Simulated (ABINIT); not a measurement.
# Dielectric calculation of SrCl2 (part 1 of 2)

The run: dielectric calculation of SrCl2 (Fm-3m, 3 atoms in the cell). Method and program: Kohn-Sham DFT of a periodic cell, LDA, PseudoDojo NC SR LDA v0.4.1 standard, no spin polarisation (ABINIT 10.8.3).

The structure derives from an entry of the Crystallography Open Database.

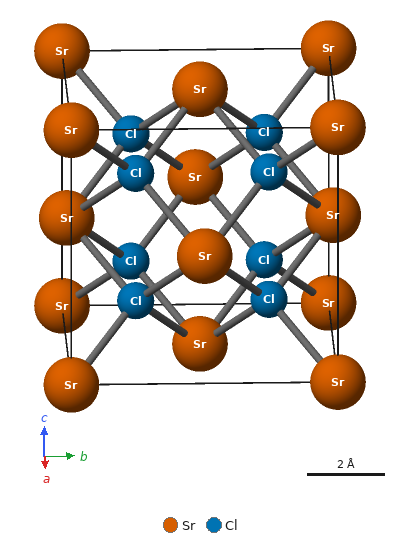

*The structure as given in the input (ball-and-stick view of the cell 4 times as large as that of the calculation, set on its symmetry axes, seen at an oblique angle). An atom can appear more than once, as a periodic image.*

Near neighbours in the periodic cell (some may lie outside the picture): Sr has 8 Cl at 3.02 Å; Cl has 4 Sr at 3.02 Å.

**Summary**

| quantity | value |
| --- | --- |
| outcome | converged |
| space group (tolerance 0.01 Å) | Fm-3m (225) |
| electrons treated | 24 |
| free energy | −1832.6411 eV |
| Fermi energy | 0.985 eV |
| pressure | −3.46 GPa |
| largest force (length of the vector) | under 0.001 eV/Å |
| ε∞ (xx, yy, zz) | 2.92, 2.92, 2.92 |
| Born charges (mean of the diagonal) | Sr1 (2.43 e); Cl2, Cl3 (−1.21 e) |
| hardware | 4 threads of AMD EPYC (Zen 3), 192 GiB of memory available, shared host |
| wall time | 35 s (CPU time 2.3 min) |
| peak memory | 0.32 GiB |

**Remarks**

Points of doubt noted for this run: cutoff too low for stress; k mesh coarse for field response. The k-point mesh is coarse for a cell of this size, so the results may not be converged.

**The input**
```
# Datasets
ndtset 3

# Pseudopotentials
pp_dirpath "./"
pseudos "Sr.upf, Cl.upf"

# Structure
acell 3*1.0
rprim
     0.0000000000     6.5920261268     6.5920261268
     6.5920261268     0.0000000000     6.5920261268
     6.5920261268     6.5920261268     0.0000000000
ntypat 2
znucl 38 17
natom 3
typat 1 2 2
xred
            0.0            0.0            0.0
            3/4            3/4            3/4
            1/4            1/4            1/4

# Plane-wave basis
ecut 26.0

# k points
ngkpt 2 2 2
nshiftk 4
shiftk
     0.5000000000     0.5000000000     0.5000000000
     0.5000000000     0.0000000000     0.0000000000
     0.0000000000     0.5000000000     0.0000000000
     0.0000000000     0.0000000000     0.5000000000

# Exchange and correlation
ixc 7

# Bands and occupations
nband 12
occopt 1

# SCF cycle
nstep 80
diemac 6.0

# Output
prteig 0
prtebands 0
prtwf 0
prtden 0
prtpot 0

# Dataset 1: ground state
kptopt1 1
tolvrs1 1.0e-15
prtwf1 1

# Dataset 2: derivatives of the wave functions by k
iscf2 -3
rfelfd2 2
rfdir2 1 1 1
getwfk2 1
kptopt2 2
nqpt2 1
qpt2 0.0 0.0 0.0
tolwfr2 1.0e-18
prtwf2 1

# Dataset 3: response at q = 0 to electric field
rfelfd3 3
rfdir3 1 1 1
getwfk3 1
getddk3 2
kptopt3 2
nqpt3 1
qpt3 0.0 0.0 0.0
tolvrs3 1.0e-9
```

**File mrgddb.in**
```
merged_DDB
SrCl2
2
runo_DS1_DDB
runo_DS3_DDB
```

**File anaddb.abi**
```
ddb_filepath "merged_DDB"
output_file "anaddb.abo"
outdata_prefix "ana"
asr 2
chneut 1
dipdip 1
dieflag 2
enunit 0
```

Run as:
```bash
mpirun --bind-to none -np 4 abinit run.abi > log 2>&1
mrgddb < mrgddb.in > mrgddb.log 2>&1
anaddb anaddb.abi > anaddb.log 2>&1
```

**What the program printed**
```
.Version 10.8.3 of ABINIT
 DATASET    1 : space group Fm -3 m (#225); Bravais cF (face-center cubic)
================================================================================
 Values of the parameters that define the memory need for DATASET  1.
     intxc =       0    ionmov =       0      iscf =       7    lmnmax =       6
     lnmax =       6     mgfft =      45  mpssoang =       3    mqgrid =    3001
     natom =       3  nloc_mem =       1    nspden =       1   nspinor =       1
    nsppol =       1      nsym =      48    n1xccc =    2501    ntypat =       2
    occopt =       1   xclevel =       1
       mpw =        3644          nfft =       91125          nkpt =           2
================================================================================
================================================================================

 DATASET    2 : space group Fm -3 m (#225); Bravais cF (face-center cubic)
================================================================================
 Values of the parameters that define the memory need for DATASET  2 (RF).
     intxc =       0      iscf =      -3    lmnmax =       6     lnmax =       6
     mgfft =      45  mpssoang =       3    mqgrid =    3001     natom =       3
  nloc_mem =       1    nspden =       1   nspinor =       1    nsppol =       1
      nsym =      48    n1xccc =    2501    ntypat =       2    occopt =       1
   xclevel =       1
      nfft =       91125          nkpt =          16
================================================================================
================================================================================

 DATASET    3 : space group Fm -3 m (#225); Bravais cF (face-center cubic)
================================================================================
 Values of the parameters that define the memory need for DATASET  3 (RF).
     intxc =       0      iscf =       7    lmnmax =       6     lnmax =       6
     mgfft =      45  mpssoang =       3    mqgrid =    3001     natom =       3
  nloc_mem =       1    nspden =       1   nspinor =       1    nsppol =       1
      nsym =      48    n1xccc =    2501    ntypat =       2    occopt =       1
   xclevel =       1
      nfft =       91125          nkpt =          16
================================================================================
================================================================================

--------------------------------------------------------------------------------
------------- Echo of variables that govern the present computation ------------
--------------------------------------------------------------------------------
 -outvars: echo values of preprocessed input variables --------
            acell      1.0000000000E+00  1.0000000000E+00  1.0000000000E+00 Bohr
              amu      8.76200000E+01  3.54527000E+01
           diemac      6.00000000E+00
             ecut      2.60000000E+01 Hartree
           getddk1          0
           getddk2          0
           getddk3          2
           getwfk1          0
           getwfk2          1
           getwfk3          1
             iscf1          7
             iscf2         -3
             iscf3          7
              ixc           7
           jdtset        1    2    3
           kptopt1          1
           kptopt2          2
           kptopt3          2
         kptrlatt        2   -2    2     -2    2    2     -2   -2    2
          kptrlen      2.63681045E+01
            natom           3
            nband1         12
            nband2         12
            nband3         12
           ndtset           3
            ngfft          45      45      45
             nkpt1          2
             nkpt2         16
             nkpt3         16
             nqpt1          0
             nqpt2          1
             nqpt3          1
            nstep          80
             nsym          48
           ntypat           2
        optdriver1          0
        optdriver2          1
        optdriver3          1
           prtden           0
        prtebands           0
           prteig           0
            prtwf1          1
            prtwf2          1
            prtwf3          0
           rfelfd1          0
           rfelfd2          2
           rfelfd3          3
            rprim      0.0000000000E+00  6.5920261268E+00  6.5920261268E+00
                       6.5920261268E+00  0.0000000000E+00  6.5920261268E+00
                       6.5920261268E+00  6.5920261268E+00  0.0000000000E+00
           shiftk      5.00000000E-01  5.00000000E-01  5.00000000E-01
          spgroup         225
           tolvrs1     1.00000000E-15
           tolvrs2     0.00000000E+00
           tolvrs3     1.00000000E-09
           tolwfr1     0.00000000E+00
           tolwfr2     1.00000000E-18
           tolwfr3     0.00000000E+00
            typat      1  2  2
           xangst      0.0000000000E+00  0.0000000000E+00  0.0000000000E+00
                       5.2325249964E+00  5.2325249964E+00  5.2325249964E+00
                       1.7441749988E+00  1.7441749988E+00  1.7441749988E+00
            xcart      0.0000000000E+00  0.0000000000E+00  0.0000000000E+00
                       9.8880391902E+00  9.8880391902E+00  9.8880391902E+00
                       3.2960130634E+00  3.2960130634E+00  3.2960130634E+00
             xred      0.0000000000E+00  0.0000000000E+00  0.0000000000E+00
                       7.5000000000E-01  7.5000000000E-01  7.5000000000E-01
                       2.5000000000E-01  2.5000000000E-01  2.5000000000E-01
            znucl       38.00000   17.00000

================================================================================

 chkinp: Checking input parameters for consistency, jdtset=   1.

 chkinp: Checking input parameters for consistency, jdtset=   2.

 chkinp: Checking input parameters for consistency, jdtset=   3.

================================================================================
== DATASET  1 ==================================================================
     --> not optimal distribution: autoparal keyword recommended in input file <--

--- !DatasetInfo
iteration_state: {dtset: 1, }
dimensions: {natom: 3, nkpt: 2, mband: 12, nsppol: 1, nspinor: 1, nspden: 1, mpw: 3644, }
cutoff_energies: {ecut:  26.0, pawecutdg:  -1.0, }
electrons: {nelect:   2.40000000E+01, charge:   0.00000000E+00, occopt:   1.00000000E+00, tsmear:   1.00000000E-02, }
meta: {optdriver: 0, ionmov: 0, optcell: 0, iscf: 7, paral_kgb: 0, }
...

 Exchange-correlation functional for the present dataset will be:
  LDA: Perdew-Wang 92 LSD fit to Ceperley-Alder data - ixc=7
  J.P.Perdew and Y.Wang, PRB 45, 13244 (1992)

 Real(R)+Recip(G) space primitive vectors, cartesian coordinates (Bohr,Bohr^-1):
 R(1)=  0.0000000  6.5920261  6.5920261  G(1)= -0.0758492  0.0758492  0.0758492
 R(2)=  6.5920261  0.0000000  6.5920261  G(2)=  0.0758492 -0.0758492  0.0758492
 R(3)=  6.5920261  6.5920261  0.0000000  G(3)=  0.0758492  0.0758492 -0.0758492
 Unit cell volume ucvol=  5.7291047E+02 bohr^3
 Angles (23,13,12)=  6.00000000E+01  6.00000000E+01  6.00000000E+01 degrees

 getcut: wavevector=  0.0000  0.0000  0.0000  ngfft=  45  45  45
         ecut(hartree)=     26.000   => boxcut(ratio)=   2.05621

--- Pseudopotential description ------------------------------------------------
- pspini: atom type   1  psp file is ./Sr.upf
  38.00000  10.00000  180309                  znucl, zion, pspdat
12 -1012 2 -1 1812                            pspcod,pspxc,lmax,lloc,mmax
     nproj     2     2     2

- pspini: atom type   2  psp file is ./Cl.upf
  17.00000   7.00000  180309                  znucl, zion, pspdat
12 -1012 2 -1 1016                            pspcod,pspxc,lmax,lloc,mmax
     nproj     2     2     2

   7.19779866E+02                                ecore*ucvol(ha*bohr**3)
--------------------------------------------------------------------------------

================================================================================

--- !BeginCycle
iteration_state: {dtset: 1, }
solver: {iscf: 7, nstep: 80, nline: 4, wfoptalg: 0, }
tolerances: {tolvrs: 1.00E-15, }
...

     iter   Etot(hartree)      deltaE(h)  residm     vres2
 ETOT  1  -67.225022767810    -6.723E+01 4.219E-02 1.580E+01
 ETOT  2  -67.347204134422    -1.222E-01 7.993E-06 8.324E+00
 ETOT  3  -67.347741578607    -5.374E-04 1.117E-04 2.732E+00
 ETOT  4  -67.348222789739    -4.812E-04 1.575E-05 5.790E-01
 ETOT  5  -67.348318975036    -9.619E-05 2.107E-06 2.324E-03
 ETOT  6  -67.348319256658    -2.816E-07 2.572E-09 6.531E-04
 ETOT  7  -67.348319368572    -1.119E-07 1.542E-09 2.047E-05
 ETOT  8  -67.348319371732    -3.160E-09 4.764E-11 8.040E-07
 ETOT  9  -67.348319371852    -1.207E-10 1.864E-12 4.781E-08
 ETOT 10  -67.348319371859    -6.835E-12 1.839E-13 5.782E-12
 ETOT 11  -67.348319371854     4.988E-12 5.236E-17 4.665E-13
 ETOT 12  -67.348319371857    -2.814E-12 5.413E-19 3.043E-14
 ETOT 13  -67.348319371859    -1.663E-12 8.473E-20 5.867E-16

 At SCF step   13       vres2   =  5.87E-16 < tolvrs=  1.00E-15 =>converged.

 Cartesian components of stress tensor (hartree/bohr^3)
  sigma(1 1)=  1.17593610E-04  sigma(3 2)=  0.00000000E+00
  sigma(2 2)=  1.17593610E-04  sigma(3 1)=  0.00000000E+00
  sigma(3 3)=  1.17593610E-04  sigma(2 1)=  0.00000000E+00

--- !ResultsGS
iteration_state: {dtset: 1, }
comment   : Summary of ground state results
lattice_vectors:
- [  0.0000000,   6.5920261,   6.5920261, ]
- [  6.5920261,   0.0000000,   6.5920261, ]
- [  6.5920261,   6.5920261,   0.0000000, ]
lattice_lengths: [   9.32253,    9.32253,    9.32253, ]
lattice_angles: [ 60.000,  60.000,  60.000, ] # degrees, (23, 13, 12)
lattice_volume:   5.7291047E+02
convergence: {deltae: -1.663E-12, res2:  5.867E-16, residm:  8.473E-20, diffor: null, }
etotal    :  -6.73483194E+01
entropy   :   0.00000000E+00
fermie    :   3.62160066E-02
cartesian_stress_tensor: # hartree/bohr^3
- [  1.17593610E-04,   0.00000000E+00,   0.00000000E+00, ]
- [  0.00000000E+00,   1.17593610E-04,   0.00000000E+00, ]
- [  0.00000000E+00,   0.00000000E+00,   1.17593610E-04, ]
pressure_GPa:  -3.4597E+00
xred      :
- [  0.0000E+00,   0.0000E+00,   0.0000E+00, Sr]
- [  7.5000E-01,   7.5000E-01,   7.5000E-01, Cl]
- [  2.5000E-01,   2.5000E-01,   2.5000E-01, Cl]
cartesian_forces: # hartree/bohr
- [ -0.00000000E+00,  -0.00000000E+00,  -0.00000000E+00, ]
- [ -0.00000000E+00,  -0.00000000E+00,  -0.00000000E+00, ]
- [ -0.00000000E+00,  -0.00000000E+00,  -0.00000000E+00, ]
force_length_stats: {min:   0.00000000E+00, max:   0.00000000E+00, mean:   0.00000000E+00, }
...

 Integrated electronic density in atomic spheres:
 ------------------------------------------------
 Atom  Sphere_radius  Integrated_density
    1        2.00000          6.73977684
    2        2.00000          5.04066044
    3        2.00000          5.04066044
================================================================================

 ----iterations are completed or convergence reached----

 Mean square residual over all n,k,spin=   20.061E-21; max=  84.732E-21
 reduced coordinates (array xred) for    3 atoms
       0.000000000000      0.000000000000      0.000000000000
       0.750000000000      0.750000000000      0.750000000000
       0.250000000000      0.250000000000      0.250000000000
 rms dE/dt=  0.0000E+00; max dE/dt=  0.0000E+00; dE/dt below (all hartree)
    1       0.000000000000      0.000000000000      0.000000000000
    2       0.000000000000      0.000000000000      0.000000000000
    3       0.000000000000      0.000000000000      0.000000000000

 cartesian coordinates (angstrom) at end:
    1      0.00000000000000     0.00000000000000     0.00000000000000
    2      5.23252499641979     5.23252499641979     5.23252499641979
    3      1.74417499880660     1.74417499880660     1.74417499880660

 cartesian forces (hartree/bohr) at end:
    1     -0.00000000000000    -0.00000000000000    -0.00000000000000
    2     -0.00000000000000    -0.00000000000000    -0.00000000000000
    3     -0.00000000000000    -0.00000000000000    -0.00000000000000
 frms,max,avg= 0.0000000E+00 0.0000000E+00   0.000E+00  0.000E+00  0.000E+00 h/b

 cartesian forces (eV/Angstrom) at end:
    1     -0.00000000000000    -0.00000000000000    -0.00000000000000
    2     -0.00000000000000    -0.00000000000000    -0.00000000000000
    3     -0.00000000000000    -0.00000000000000    -0.00000000000000
 frms,max,avg= 0.0000000E+00 0.0000000E+00   0.000E+00  0.000E+00  0.000E+00 e/A
 length scales=  1.000000000000  1.000000000000  1.000000000000 bohr
              =  0.529177210544  0.529177210544  0.529177210544 angstroms
 Fermi (or HOMO) energy (hartree) =   0.03622   Average Vxc (hartree)=  -0.32989
 Eigenvalues (hartree) for nkpt=   2  k points:
 kpt#   1, nband= 12, wtk=  0.75000, kpt= -0.2500  0.5000  0.0000 (reduced coord)
  -1.14870   -0.49847   -0.49169   -0.48901   -0.41150   -0.40623   -0.03350   -0.01788
  -0.01286    0.02851    0.03206    0.03622
 prteigrs : prtvol=0 or 1, do not print more k-points.
```
